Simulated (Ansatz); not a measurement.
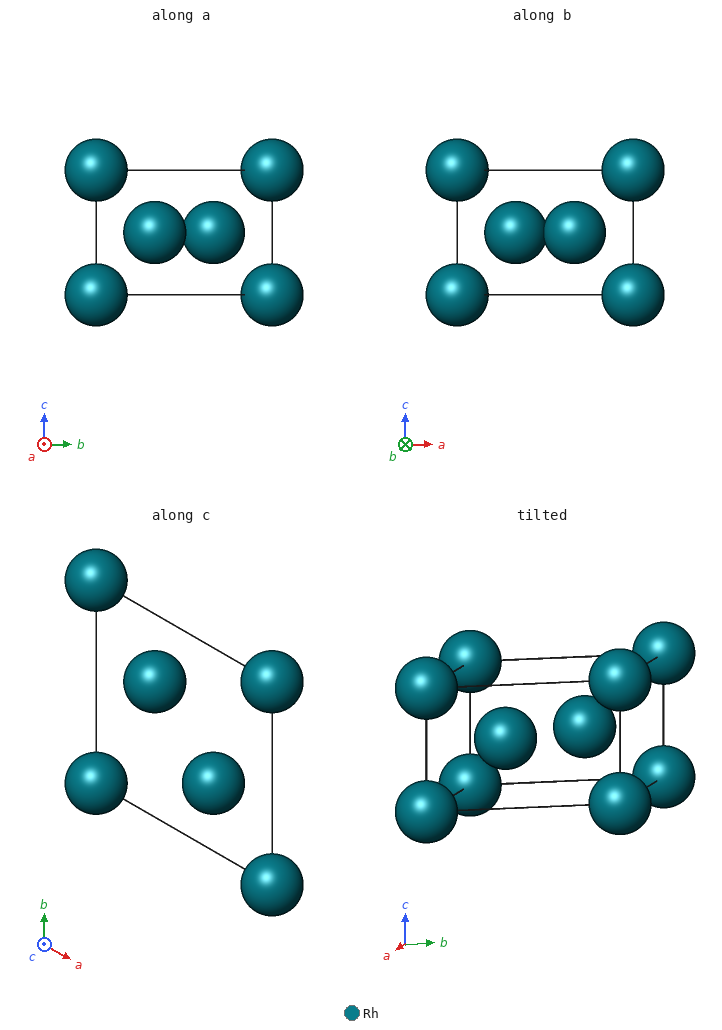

Shown here is a spheres-only view of the crystal, taken along the a axis, along the b axis, along the c axis and slightly off an axis. The conventional unit cell is drawn as a box.

Lattice parameters: a = 4.2327 Å, b = 4.2327 Å, c = 2.6000 Å, α = 90.000°, β = 90.000°, γ = 120.000°.

Question: Give the atomic positions as a CIF with its space group and independent sites.

Answer:
```cif
data_structure
_symmetry_space_group_name_H-M 'P 6/m m m'
_symmetry_Int_Tables_number 191
_cell_length_a 4.2327
_cell_length_b 4.2327
_cell_length_c 2.6000
_cell_angle_alpha 90.000
_cell_angle_beta 90.000
_cell_angle_gamma 120.000
_cell_volume 40.34
loop_
_atom_site_label
_atom_site_type_symbol
_atom_site_symmetry_multiplicity
_atom_site_Wyckoff_symbol
_atom_site_fract_x
_atom_site_fract_y
_atom_site_fract_z
_atom_site_occupancy
Rh1 Rh 1 a 0.0000 0.0000 0.0000 1
Rh2 Rh 2 d 0.3333 0.6667 0.5000 1
```

The model was built from a structure type filled with this element by a generator (whether the element takes this form wasn't checked). Earlier steps of the study may have refined or changed the cell and positions. It was run through Ansatz as a DFT input.

At this level of theory the cell isn't at rest (compressed, at 35 GPa), so its distances can differ from those at equilibrium, the more so the softer the solid.
